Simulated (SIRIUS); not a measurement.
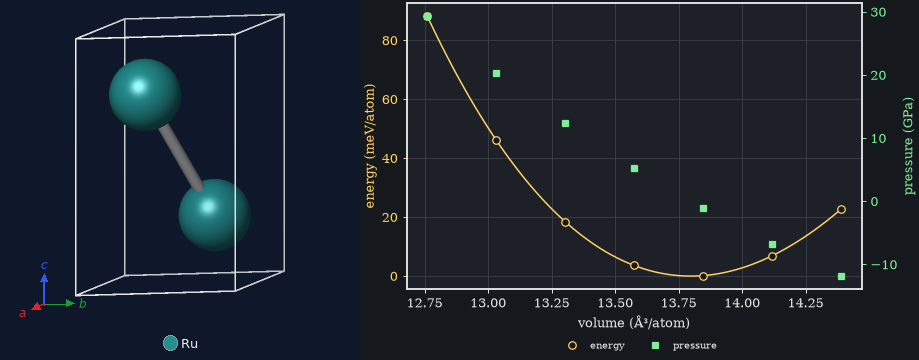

The plot gives the computed energy and pressure against volume for Ru, space group P6_3/mmc (No. 194). The conventional cell is drawn beside the plot.

Structure:
```xyz
2
Lattice="2.7058 0.0000 0.0000 -1.3529 2.3433 0.0000 0.0000 0.0000 4.2819" Properties=species:S:1:pos:R:3 pbc="T T T"
Ru    1.3529    0.7811    3.2114
Ru    0.0000    1.5622    1.0705
```

Computed with SIRIUS 7.12.0: plane-wave DFT, no spin polarisation; energies at scaled volumes of the given cell, shape and fractions fixed, counted from the fit's minimum, third-order Birch-Murnaghan fit. Level: PBE.

- k mesh: 6×6×3
- occupations: Fermi–Dirac
- smearing width: 0.05 eV
- potentials: own sr pbe nc
- wave cutoff: 1152 eV
- density cutoff: 4606 eV

> How stiff is the solid, and where is its volume at rest?

A third-order Birch–Murnaghan fit gives V0 = 13.80 Å³/atom, B0 = 311 GPa and B′ = 4.8.

> How does the pressure vary with volume?

It falls from 29.35 GPa at volume 12.76 Å³/atom to −11.84 GPa at 14.39 Å³/atom, and changes sign near 13.80 Å³/atom.

Limits of the calculation: coarse k mesh; shape and atomic fractions are frozen while scaling, which makes layered, chain and framework solids too stiff.
